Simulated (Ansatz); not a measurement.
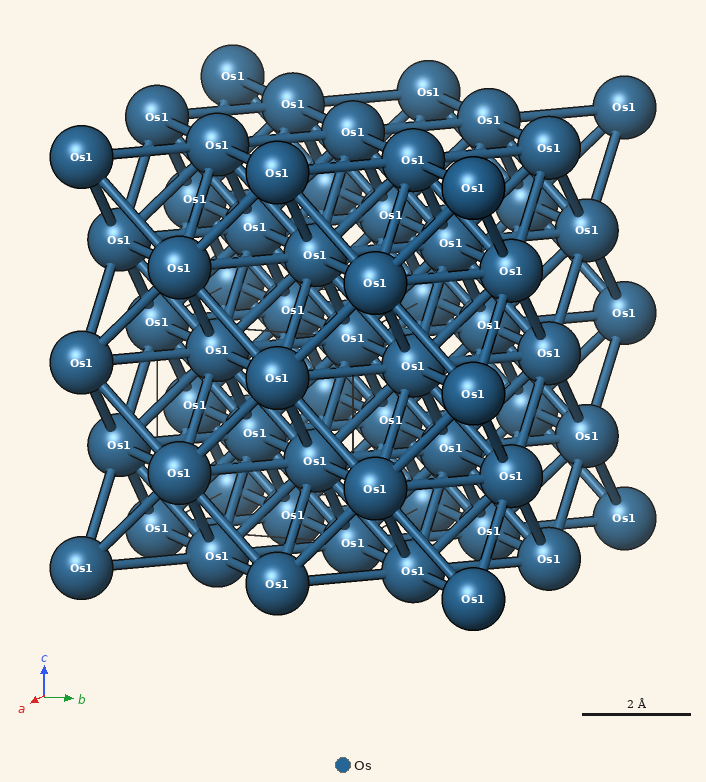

**Figure 1.** The structure (ball-and-stick view of the cell 4 times as large as that of the calculation, set on its symmetry axes, repeated 2 × 2 × 2, seen slightly off an axis; atoms are numbered from 1 in the order of the input). An atom can appear more than once, as a periodic image.

# Os: a changed input and its effect

System: Os (Fm-3m, 1 atom in the cell).
Method of the first run: DFT r2SCAN, scalar-relativistic, plane waves, PAW, no spin polarisation (Ansatz 0.2.0).

The structure derives from an entry of the Crystallography Open Database. Text and figures count atoms from 1; the logs count them from 0 in places.

**The input, the first run**
```yaml
crystal:
  lattice:
    - [0.0, 1.945, 1.945]
    - [1.945, 0.0, 1.945]
    - [1.945, 1.945, 0.0]
  atoms:
    - { symbol: Os, position: [0.0, 0.0, 0.0] }
basis:
  ecutwfc: 500
kpoints:
  mp_grid: { grid: [24, 24, 24] }
hamiltonian:
  xc: r2scan
scf:
  occupations: { method: gaussian, width: 0.15 }
output:
  forces: true
  stress: true
  eigenvalues: true
```

Launched with:
```bash
ansatz run input.yaml --threads 1 --pin off --max-ram 2560MiB --backend cpu --events-out ev --progress --plain --runs-dir out
```

Hardware: 1 thread of Arm Neoverse V1, 24 GiB of memory available, shared host.

**Output, shortened to warnings, some set-up lines, iterations and results (the first run)**
```
Basis set: ecut = 500 eV, 339 PW (Γ), exchange–correlation on 96×96×96 points (64 copies of the dense FFT grid, shifted against one another)
Symmetry: 48 space group operations
k-points: 413 of 13824
Initial density: superposition of atomic densities (neutral atoms: chi_scale 0, normalization atom), corrected by the library's trained network
[...]
SCF iter   1: F=—  HF=-11397.429598 eV  |F-HF|=—  |Δ(HF+E_count)|=         —  Δρ=9.21e-3  dr2=4.33e-3  dr2_τ=1.65e-2  ethr=1.77e-3  ⟨swp⟩=5.0  Hψ=26105  notcnv=0
SCF iter   2: F=—  HF=-11397.445531 eV  |F-HF|=—  |Δ(HF+E_count)|=   1.59e-2  Δρ=4.06e-3  dr2=4.55e-4  dr2_τ=2.91e-4  ethr=2.71e-5  ⟨swp⟩=2.0  Hψ=10088  notcnv=0
SCF iter   3: F=—  HF=-11397.446093 eV  |F-HF|=—  |Δ(HF+E_count)|=   5.62e-4  Δρ=1.26e-3  dr2=4.02e-5  dr2_τ=2.79e-5  ethr=2.84e-6  ⟨swp⟩=2.4  Hψ=6294  notcnv=0
SCF iter   4: F=—  HF=-11397.446161 eV  |F-HF|=—  |Δ(HF+E_count)|=   6.82e-5  Δρ=1.08e-4  dr2=7.29e-7  dr2_τ=7.33e-8  ethr=2.51e-7  ⟨swp⟩=2.0  Hψ=6603  notcnv=0
SCF iter   5: F=—  HF=-11397.446164 eV  |F-HF|=—  |Δ(HF+E_count)|=   2.53e-6  Δρ=2.88e-5  dr2=1.13e-7  dr2_τ=1.94e-8  ethr=4.55e-9  ⟨swp⟩=2.0  Hψ=7841  notcnv=0
SCF iter   6: F=-11397.446164 eV  HF=-11397.446164 eV  |F-HF|=1.46e-11  |Δ(HF+E_count)|=   2.33e-8  Δρ=3.64e-6  dr2=1.35e-9  dr2_τ=8.38e-11  ethr=6.25e-10  ⟨swp⟩=5.2  …
SCF 1 converged in 6 iterations: F = -11397.446164 eV  dr2 = 1.35e-9
SCF converged after 6 iterations
Free energy (F): -11397.446164 eV
Harris-Foulkes:  -11397.446164 eV  (|F-HF|=1.46e-11)
Internal energy: -11397.435040 eV  (E = F + TS)
E sigma→0 (E₀):  -11397.440602 eV
Entropy (-TS):   -0.011124 eV (-11.124 meV/atom)
Fermi energy:    24.150368 eV
--- Per-component energies (eV) ---
  E_band       = -103.674249
  E_kinetic    = 561.061952
  E_local      = -834.186273  (includes V_loc(G=0)·N_el)
  E_nonlocal   = -1.747740
  E_hartree    = 341.098899
  E_xc         = -252.152909
  E_vxc        = -313.041401  (∫ρ·V_xc dr)
  E_paw        = -9038.730570  (= ΣΔE_a)
  E_vpaw       = -216.280864  (= ΣTr[D̂ρ^β])
  E_aug_tail   = -0.000142  (compensation charges beyond the density's cutoff)
  E_vtau       = 18.323616  (kinetic-family band-sum trace: ∫τ·v_τ [+ j·A + Jᵃ·Aᵃ] dr)
  E_ewald      = -2172.393244
  E_core_change = -0.385013  (= ΣΔE_core)
  E_smearing   = -0.011124  (= −TS)
  E_closure    = 0.000000  (closes the sum)
  Σ components = -11397.446164   (vs F -11397.446164, Δ=0.00e0)
--- Forces (eV/Å), atoms counted from 1 ---
  atom   1  Os    -0.00000000     0.00000000    -0.00000000
  max |Σ_I F_I| component: 6.57e-32 eV/Å
--- Stress (GPa, compression-positive) ---
      -16.895853      -0.000000      -0.000000
        0.000000     -16.895853      -0.000000
        0.000000      -0.000000     -16.895853
  P = ⅓ Tr σ = -16.8959 GPa (-168.959 kbar)
```

For the second run the input was changed thus:
```diff
-  mp_grid: { grid: [24, 24, 24] }
+  mp_grid: { grid: [20, 20, 20] }
+  write_density: true
+  write_potential: true
+  elf: true
+  volumetric_format: npy
```

How does the second run compare with the first run?

The free energy of the second run is 0.8 meV per atom higher, which measures how much it depends on this numerical setting. The number of SCF iterations is the same. The irreducible k-points go from 413 to 256.

**Output, shortened to warnings, some set-up lines, iterations and results (the second run)**
```
Basis set: ecut = 500 eV, 339 PW (Γ), exchange–correlation on 96×96×96 points (64 copies of the dense FFT grid, shifted against one another)
Symmetry: 48 space group operations
k-points: 256 of 8000
Initial density: superposition of atomic densities (neutral atoms: chi_scale 0, normalization atom), corrected by the library's trained network
[...]
SCF iter   1: F=—  HF=-11397.428812 eV  |F-HF|=—  |Δ(HF+E_count)|=         —  Δρ=9.15e-3  dr2=4.48e-3  dr2_τ=1.68e-2  ethr=1.77e-3  ⟨swp⟩=5.0  Hψ=16180  notcnv=0
SCF iter   2: F=—  HF=-11397.444752 eV  |F-HF|=—  |Δ(HF+E_count)|=   1.59e-2  Δρ=4.00e-3  dr2=4.32e-4  dr2_τ=3.02e-4  ethr=2.80e-5  ⟨swp⟩=2.0  Hψ=6256  notcnv=0
SCF iter   3: F=—  HF=-11397.445306 eV  |F-HF|=—  |Δ(HF+E_count)|=   5.54e-4  Δρ=1.27e-3  dr2=4.02e-5  dr2_τ=2.74e-5  ethr=2.70e-6  ⟨swp⟩=2.3  Hψ=3884  notcnv=0
SCF iter   4: F=—  HF=-11397.445377 eV  |F-HF|=—  |Δ(HF+E_count)|=   7.18e-5  Δρ=9.80e-5  dr2=6.07e-7  dr2_τ=6.77e-8  ethr=2.51e-7  ⟨swp⟩=2.0  Hψ=4114  notcnv=0
SCF iter   5: F=-11397.445379 eV  HF=-11397.445380 eV  |F-HF|=4.60e-8  |Δ(HF+E_count)|=   2.18e-6  Δρ=2.43e-5  dr2=7.46e-8  dr2_τ=1.36e-8  ethr=3.79e-9  ⟨swp⟩=2.0  Hψ=4859  …
SCF iter   6: F=-11397.445380 eV  HF=-11397.445380 eV  |F-HF|=1.08e-9  |Δ(HF+E_count)|=   2.02e-8  Δρ=3.27e-6  dr2=8.54e-10  dr2_τ=5.83e-11  ethr=4.67e-10  ⟨swp⟩=5.6  …
SCF 1 converged in 6 iterations: F = -11397.445380 eV  dr2 = 8.54e-10
SCF converged after 6 iterations
Free energy (F): -11397.445380 eV
Harris-Foulkes:  -11397.445380 eV  (|F-HF|=1.08e-9)
Internal energy: -11397.433774 eV  (E = F + TS)
E sigma→0 (E₀):  -11397.439577 eV
Entropy (-TS):   -0.011606 eV (-11.606 meV/atom)
Fermi energy:    24.187048 eV
--- Per-component energies (eV) ---
  E_band       = -103.629226
  E_kinetic    = 561.098808
  E_local      = -834.265649  (includes V_loc(G=0)·N_el)
  E_nonlocal   = -1.741431
  E_hartree    = 341.146571
  E_xc         = -252.157510
  E_vxc        = -313.049037  (∫ρ·V_xc dr)
  E_paw        = -9038.736163  (= ΣΔE_a)
  E_vpaw       = -216.289432  (= ΣTr[D̂ρ^β])
  E_aug_tail   = -0.000142  (compensation charges beyond the density's cutoff)
  E_vtau       = 18.325271  (kinetic-family band-sum trace: ∫τ·v_τ [+ j·A + Jᵃ·Aᵃ] dr)
  E_ewald      = -2172.393244
  E_core_change = -0.385013  (= ΣΔE_core)
  E_smearing   = -0.011606  (= −TS)
  E_closure    = 0.000000  (closes the sum)
  Σ components = -11397.445380   (vs F -11397.445380, Δ=0.00e0)
--- Forces (eV/Å), atoms counted from 1 ---
  atom   1  Os    -0.00000000    -0.00000000    -0.00000000
  max |Σ_I F_I| component: 6.57e-32 eV/Å
--- Stress (GPa, compression-positive) ---
      -16.893311       0.000000       0.000000
        0.000000     -16.893311      -0.000000
       -0.000000      -0.000000     -16.893311
  P = ⅓ Tr σ = -16.8933 GPa (-168.933 kbar)
```

**The two runs side by side**

```tsv
quantity	the first run	the second run
outcome	converged	converged
free energy per atom (eV)	−11397.4462	−11397.4454
energy per atom, smearing taken to zero (eV)	−11397.4406	−11397.4396
gap on the mesh (eV)	0.00	0.00
pressure (GPa)	−16.90	−16.89
largest force (eV/Å)	0.000	0.000
SCF iterations	6	6
irreducible k-points	413	256
plane waves at Γ	339	339
wall time (shared host)	11 s	8.1 s
```

For both runs: Spin–orbit coupling is left out, which matters for Os. The cell is under a tension of 16.9 GPa at this level, so it is not at its equilibrium volume.
